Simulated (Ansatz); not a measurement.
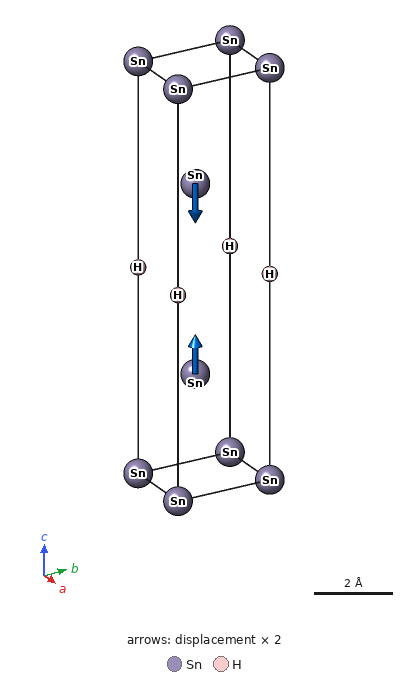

This is a relaxation of solid Sn3H (a generated structure, set up in P-6m2) (coarse preliminary run). The starting structure is drawn; blue arrows show the displacements (the part carried along by the change of the cell is left out), 2 times their true length.

A ball-and-stick model of the cell of the calculation, seen slightly off an axis.

The calculation used Ansatz, DFT PBE, scalar-relativistic, plane waves, PAW.

Input file:
```yaml
crystal:
  lattice:
    - [3.47011268, 0.0, 0.0]
    - [-1.73505634, 3.00520574, 0.0]
    - [0.0, 0.0, 10.84622515]
  atoms:
    - { symbol: Sn, position: [0.0, 0.0, 0.0] }
    - { symbol: Sn, position: [0.66666667, 0.33333333, 0.7309134] }
    - { symbol: Sn, position: [0.66666667, 0.33333333, 0.2690866] }
    - { symbol: H, position: [0.0, 0.0, 0.5] }
basis:
  ecutwfc: 420
kpoints:
  mp_grid: { grid: [6, 6, 2] }
hamiltonian:
  xc: pbe
scf:
  occupations: { method: gaussian, width: 0.1 }
  lower_state_search: "off"
output:
  forces: true
  stress: true
  eigenvalues: true
relax:
  adjacent_minimum: "off"
  f_tol: 0.04
  max_steps: 70
  cell: { stress_tol: 0.4 }
```

Launched with:
```bash
ansatz run input.yaml --threads 1 --pin off --max-ram 2560MiB --backend cpu --events-out ev --progress --plain --runs-dir out
```

> Which element moves most?

Tin: up to 0.53 Å, against 0.00 Å for hydrogen.

> Describe the change and its energy.

The largest moves relative to the cell, 0.53 Å, are those of Sn2 and Sn3. Sn3 goes along +c. H stays in place. Cell: a = b 3.470 → 3.356 Å (−3.3 %), c 10.846 → 8.980 Å (−17.2 %). Volume −22.6 %. The space group stays P-6m2 (No. 187). After 10 accepted moves (11 points after the start) the energy has fallen by 1.149 eV per cell of the calculation. The largest force component goes from 0.54 to 0.0011 eV/Å. Pressure: −4.96 GPa at the start and −0.02 GPa at the end. The SCF was repeated once at an unchanged geometry on a basis and grid sized afresh for the cell, which shifted the energy by 3.3 meV per cell of the calculation at most. The run took 35 s on 1 thread of Arm Neoverse V2, with other jobs on the host, peak memory 0.33 GiB.
